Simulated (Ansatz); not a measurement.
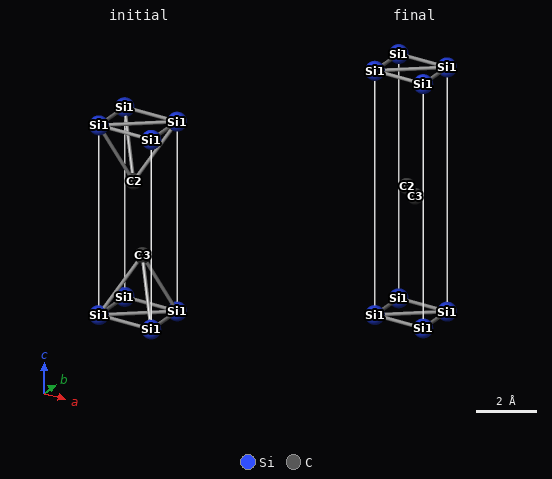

The structure of a crystal of SiC2 (a generated structure, set up in P-3m1) (coarse preliminary run) before (left) and after (right) a relaxation, at one scale.

Style: ball-and-stick. Shown: the cell of the calculation, slightly off an axis.

The calculation used DFT PBE, scalar-relativistic, plane waves, PAW in Ansatz 0.2.0. Settings: plane-wave cutoff 420 eV; k-point mesh 6 × 6 × 4; occupations gaussian; smearing width 0.1 eV; no spin polarisation; cell and atoms relaxed; force threshold 0.04 eV/Å; at most 70 steps.

**What changed between the two?**

Over 33 accepted moves (36 points after the start) the energy falls by 10.011 eV per cell of the calculation. The largest force component goes from 0.18 to 0.00086 eV/Å. The pressure goes from −20.29 to 0.07 GPa. At 3 points the geometry stayed and the basis and grid were re-selected for the new cell (energy shift of 16.4 meV per cell of the calculation at most each time). The largest moves relative to the cell, 1.41 Å, are those of C2 and C3. C3 goes along +c. Si stays in place. The drawn cell changes as follows: a = b 2.680 → 2.474 Å (−7.7 %), c 6.564 → 8.454 Å (+28.8 %); the volume changes by +9.7 %. Some distances before and after: Si1–C2 2.680 → 4.462 Å, C2–C3 2.680 → 1.428 Å, Si1–Si1 2.680 → 2.474 Å. New bonds form: C2–C3 (2.68 → 1.43 Å). The space group (tolerance 0.01 Å) goes from P-3m1 (No. 164) to P6/mmm (No. 191).
